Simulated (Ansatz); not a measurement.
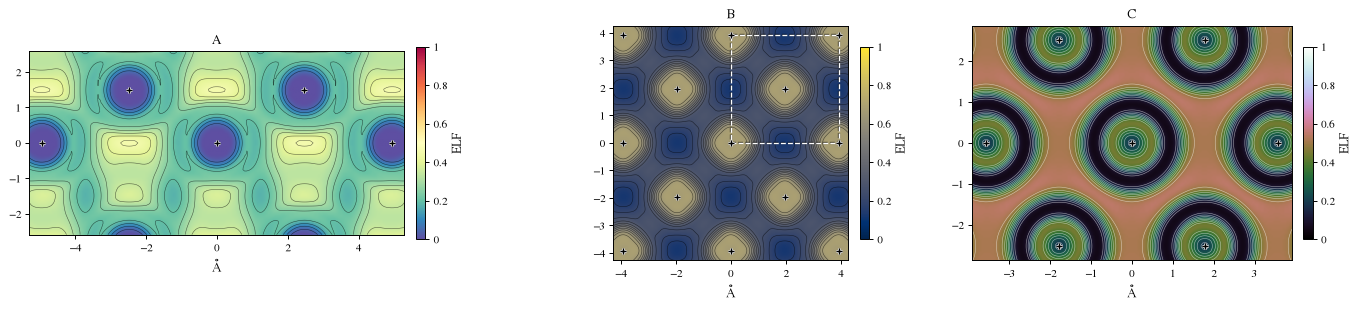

The electron localisation function of 3 systems, each on a plane through atoms (crosses mark nuclei in the plane).

The calculation used Ansatz 0.2.0, DFT LDA, scalar-relativistic, plane waves, PAW.

System 1: Pt, the (010) plane of the conventional cell. Space group Fm-3m; computed pressure about −5 GPa in this cell.

System 2: Zn, the (110) plane of the conventional cell. Space group P6₃/mmc; changed on purpose from its base cell (strain -0.0300 x Voigt [1, 1, 0, 0, 0, 0], atoms carried along); computed pressure about −4 GPa in this cell.

System 3: Mg, the (011) plane of the conventional cell. Space group Im-3m; a structure from a database of computed crystals, not necessarily the ambient phase.

```
Mg
1.0
     2.51922   -2.51922    0.00000
     2.51922    2.51922    0.00000
     0.00000    0.00000    3.56218
Mg
2
Direct
  0.00000 0.00000 0.00000
  0.50000 0.50000 0.50000
```

Which map belongs to which system?

Answer. Panel A is system 2, Zn: the plane holds Zn. Zn–Zn (2.89 Å): the ELF is about 0.25 at the midpoint: no localised pair shows between them. Panel B is system 1, Pt: the plane holds Pt. Pt–Pt (2.77 Å): the ELF is about 0.30 at the midpoint (no localised pair shows between them). Panel C is system 3, Mg: the plane holds Mg. Mg–Mg (3.09 Å): the ELF reaches about 0.55 near the midpoint.
